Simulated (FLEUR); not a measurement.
## TiPt3: 5 runs along one coordinate

System: TiPt3 (Pm-3m, 4 atoms in the cell).
Method: Kohn-Sham DFT of a periodic cell, PBE, all-electron, no spin polarisation (FLEUR MaX-R8.1 (later development tree)).

The 5 runs differ only in the geometry, by an even scaling of the cell at fixed fractional positions. The structure derives from an entry of the Crystallography Open Database.

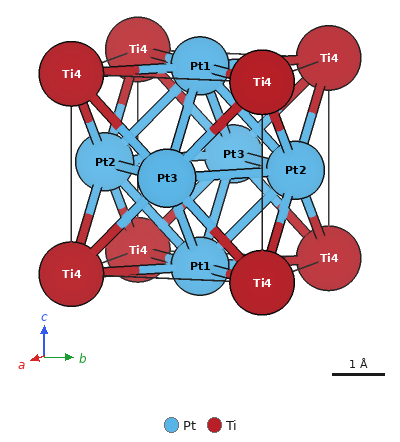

Figure 1. The structure of run 3 (ball-and-stick view of the cell of the calculation, seen slightly off an axis; atoms are numbered from 1 in the order of the input). An atom can appear more than once, as a periodic image.

## Input of run 3
```
<?xml version="1.0" encoding="UTF-8" standalone="no"?>
<fleurInput fleurInputVersion="0.39">
   <comment>
      TiPt3                                                                                               
   </comment>
   <calculationSetup>
      <cutoffs Kmax="4.19" Gmax="13.0" GmaxXC="13.0" numbands="0"/>
      <scfLoop itmax="60" minDistance="0.00001" maxIterBroyd="15" imix="Anderson" alpha="0.05" precondParam="0.0" spinf="2.0" sdNocoIR="T"/>
      <coreElectrons ctail="T" frcor="F" kcrel="0" coretail_lmax="0"/>
      <xcFunctional name="pbe" relativisticCorrections="F"/>
      <magnetism jspins="1"/>
      <soc l_soc="F" theta="0.0" phi="0.0" spav="F"/>
      <expertModes spex="0" secvar="F"/>
      <geometryOptimization l_f="F" forcealpha="1.0" forcemix="BFGS" epsdisp="0.00001" epsforce="0.00001"/>
      <ldaU l_linMix="F" mixParam="0.05" spinf="1.0"/>
   </calculationSetup>
   <cell>
      <bzIntegration valenceElectrons="66.0" mode="hist" fermiSmearingEnergy="0.00183747">
         <kPointListSelection listName="default-1"/>
         <!-- k-points included here -->
         <xi:include xmlns:xi="http://www.w3.org/2001/XInclude" href="kpts.xml"> </xi:include>
      </bzIntegration>
      <!-- symmetry operations included here -->
      <xi:include xmlns:xi="http://www.w3.org/2001/XInclude" href="sym.xml"> </xi:include>
      <bulkLattice scale="1.0000000000">
         <bravaisMatrix>
            <row-1>    7.3642627075661995     0.0000000000000000     0.0000000000000000</row-1>
            <row-2>    0.0000000000000000     7.3642627075661995     0.0000000000000000</row-2>
            <row-3>    0.0000000000000000     0.0000000000000000     7.3642627075661995</row-3>
         </bravaisMatrix>
      </bulkLattice>
   </cell>
   <atomSpecies>
      <species name="Platinum (Pt)" element="Pt" atomicNumber="78">
         <mtSphere radius="2.34" gridPoints="797" logIncrement="0.017"/>
         <atomicCutoffs lmax="10" lnonsphr="10"/>
         <electronConfig flipSpins="F">
            <coreConfig>(1s1/2) (2s1/2) (2p1/2) (2p3/2) (3s1/2) (3p1/2) (3p3/2) (4s1/2) (3d3/2) (3d5/2) (4p1/2) (4p3/2) (4d3/2) (4d5/2) (4f5/2) (4f7/2)</coreConfig>
            <valenceConfig>(5s1/2) (5p1/2) (5p3/2) (6s1/2) (5d3/2) (5d5/2)</valenceConfig>
            <stateOccupation state="(6s1/2)" spinUp="0.500000" spinDown="0.500000"/>
            <stateOccupation state="(5d3/2)" spinUp="1.800000" spinDown="1.800000"/>
            <stateOccupation state="(5d5/2)" spinUp="2.700000" spinDown="2.700000"/>
         </electronConfig>
         <energyParameters s="6" p="6" d="5" f="5"/>
         <lo type="SCLO" l="0" n="5" eDeriv="0"/>
         <lo type="SCLO" l="1" n="5" eDeriv="0"/>
         <lo type="SCLO" l="1" n="5" eDeriv="1"/>
         <lo type="SCLO" l="2" n="5" eDeriv="2"/>
         <lo type="SCLO" l="3" n="5" eDeriv="2"/>
      </species>
      <species name="Titanium (Ti)" element="Ti" atomicNumber="22">
         <mtSphere radius="2.34" gridPoints="797" logIncrement="0.015"/>
         <atomicCutoffs lmax="10" lnonsphr="10"/>
         <electronConfig flipSpins="F">
            <coreConfig>(1s1/2) (2s1/2) (2p1/2) (2p3/2)</coreConfig>
            <valenceConfig>(3s1/2) (3p1/2) (3p3/2) (4s1/2) (3d3/2) (3d5/2)</valenceConfig>
            <stateOccupation state="(3d3/2)" spinUp="0.400000" spinDown="0.400000"/>
            <stateOccupation state="(3d5/2)" spinUp="0.600000" spinDown="0.600000"/>
         </electronConfig>
         <energyParameters s="4" p="4" d="3" f="4"/>
         <lo type="SCLO" l="0" n="3" eDeriv="0"/>
         <lo type="SCLO" l="1" n="3" eDeriv="0"/>
         <lo type="SCLO" l="1" n="3" eDeriv="1"/>
         <lo type="SCLO" l="2" n="3" eDeriv="2"/>
         <lo type="SCLO" l="3" n="4" eDeriv="2"/>
      </species>
   </atomSpecies>
   <atomGroups>
      <atomGroup species="Platinum (Pt)">
         <relPos label="                   1">1.000/2.000 1.000/2.000 .0000000000</relPos>
         <relPos label="                   2">1.000/2.000 .0000000000 1.000/2.000</relPos>
         <relPos label="                   3">.0000000000 1.000/2.000 1.000/2.000</relPos>
         <force calculate="T" relaxXYZ="TTT"/>
      </atomGroup>
      <atomGroup species="Titanium (Ti)">
         <relPos label="                   4">.0000000000 .0000000000 .0000000000</relPos>
         <force calculate="T" relaxXYZ="TTT"/>
      </atomGroup>
   </atomGroups>
   <output dos="F" band="F" slice="F">
      <checks vchk="F" cdinf="F"/>
      <bandDOS minEnergy="-.5*Htr" maxEnergy="0.5*Htr" sigma="0.015" storeEVData="T"/>
      <vacuumDOS vacdos="F" integ="F" star="F" nstars="0" locx1="0.0" locy1="0.0" locx2="0.0" locy2="0.0" nstm="0" tworkf="0.0"/>
      <unfoldingBand unfoldBand="F" supercellX="1" supercellY="1" supercellZ="1"/>
      <plotting iplot="0" polar="F">
         <plot TwoD="T" vec1="  1.0  0.0  0.0" vec2="  0.0  1.0  0.0" vec3="  0.0  0.0  1.0" zero="  0.0  0.0  0.0" file="plot"/>
      </plotting>
      <chargeDensitySlicing numkpt="0" minEigenval="0.0" maxEigenval="0.0" nnne="0" pallst="F"/>
      <specialOutput eonly="F"/>
      <moessbauerParams electricFieldGradient="T" isomerShift="T" coreHyperfine="T" valenceHyperfine="T"/>
      <magneticCircularDichroism mcd="F" energyLo="-10.0" energyUp="0.0"/>
   </output>
  <!-- We include the file relax.xml here to enable relaxations (see documentation) -->
  <xi:include xmlns:xi="http://www.w3.org/2001/XInclude" href="relax.xml"> <xi:fallback/> </xi:include>
</fleurInput>
```

Command:
```bash
inpgen -f crystal.txt -profile fastHighL; fleur_MPI
```

Run 4 has the same physical settings and fractional positions; its lattice vectors (Å) are:
```
   3.948282    0.000000    0.000000
   0.000000    3.948282    0.000000
   0.000000    0.000000    3.948282
```

## Results, with one run withheld

```csv
run,volume per atom (Å³),"free energy per atom, from the lowest run given (meV)"
1,13.908,123.61
2,14.204,74.30
3,14.796,13.86
4,15.387,?
5,15.683,0.00
```

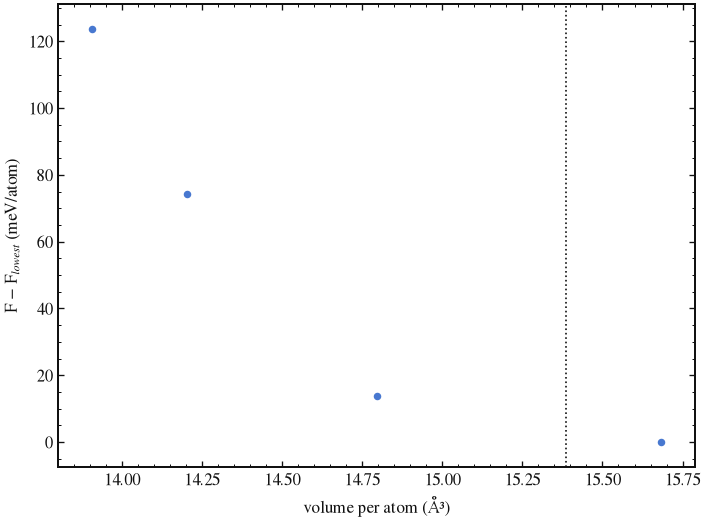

Figure 2. Free energy per atom of the runs given; the dotted line marks run 4.

Estimate the energy of run 4 from the others.

A quadratic polynomial in V^(−2/3) (the Birch–Murnaghan form), fitted to the 4 runs given, misses them by at most 0.15 meV per atom. With x = V^(−2/3) − 0.16723 Å⁻², it reads F = 26.756 + 11258 x + 1.0166e+06 x² (meV per atom). At run 4 it gives −4.41 meV per atom, and the run itself gives −4.10. The fit has its minimum at 15.380 Å³ per atom, where V d²F/dV² gives 246 GPa: the bulk modulus at this level, since symmetry fixes the shape and the positions.

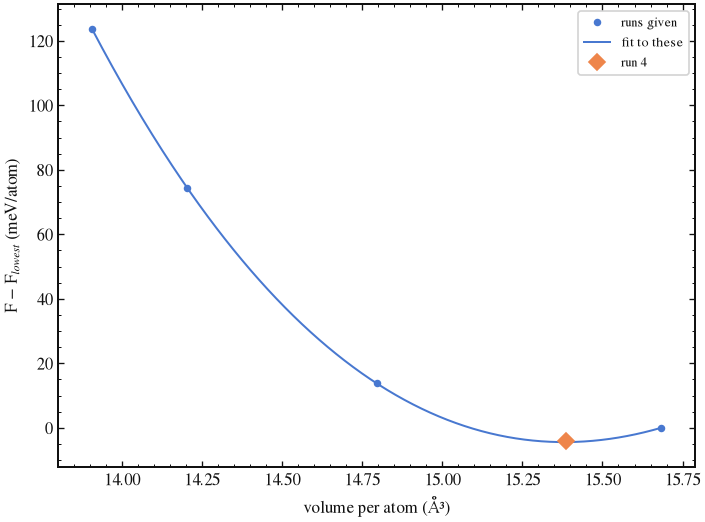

Figure 3. The fit and the withheld run.

## Output (run 4)
```
Welcome to FLEUR        (www.flapw.de)
      MaX-Release 8.1          (www.max-centre.eu)

 ========== k-point set info ==========
 Selected k-point list: default-1
 k-point list type: mesh
 7 x 7 x 7
 Number of k points: 20

 ------------Calculation Setup---------------------------
 Number of MPI-tasks      :            1
 Number of PE/node        :            1
 Number of OMP-threads    :            1
 Most efficient MPI parallelization for:
           1           2           4           5          10          20
 Additional eigenvalue parallelization possible
 Number of basis functions:          666
 Approximate size of matrices (H+S) per k-point:         0.007 GB
 --------------------------------------------------------

 Iteration:     1   Distance:      22.36024152 me/bohr^3

 Iteration:     2   Distance:      16.84850088 me/bohr^3

 Iteration:     3   Distance:      12.87613090 me/bohr^3

 Iteration:     4   Distance:       6.99288831 me/bohr^3

 Iteration:     5   Distance:       6.23705494 me/bohr^3

 Iteration:     6   Distance:       2.61131344 me/bohr^3

 Iteration:     7   Distance:       1.85402242 me/bohr^3

 Iteration:     8   Distance:       0.51484151 me/bohr^3

 Iteration:     9   Distance:       0.24682896 me/bohr^3

 Iteration:    10   Distance:       0.12122371 me/bohr^3

 Iteration:    11   Distance:       0.03348095 me/bohr^3

 Iteration:    12   Distance:       0.00878447 me/bohr^3

 Iteration:    13   Distance:       0.01119312 me/bohr^3

 Iteration:    14   Distance:       0.00123356 me/bohr^3

 Iteration:    15   Distance:       0.00138576 me/bohr^3

 Iteration:    16   Distance:       0.00087820 me/bohr^3

 Iteration:    17   Distance:       0.00060541 me/bohr^3

 Iteration:    18   Distance:       0.00031093 me/bohr^3

 Iteration:    19   Distance:       0.00006169 me/bohr^3

 Iteration:    20   Distance:       0.00004245 me/bohr^3

 Iteration:    21   Distance:       0.00001891 me/bohr^3

 Iteration:    22   Distance:       0.00000245 me/bohr^3

 ********************************************************************
 Run finished successfully
 Stop message:
   all done
 ********************************************************************
```

Notes: Spin–orbit coupling is left out, which matters for Pt.
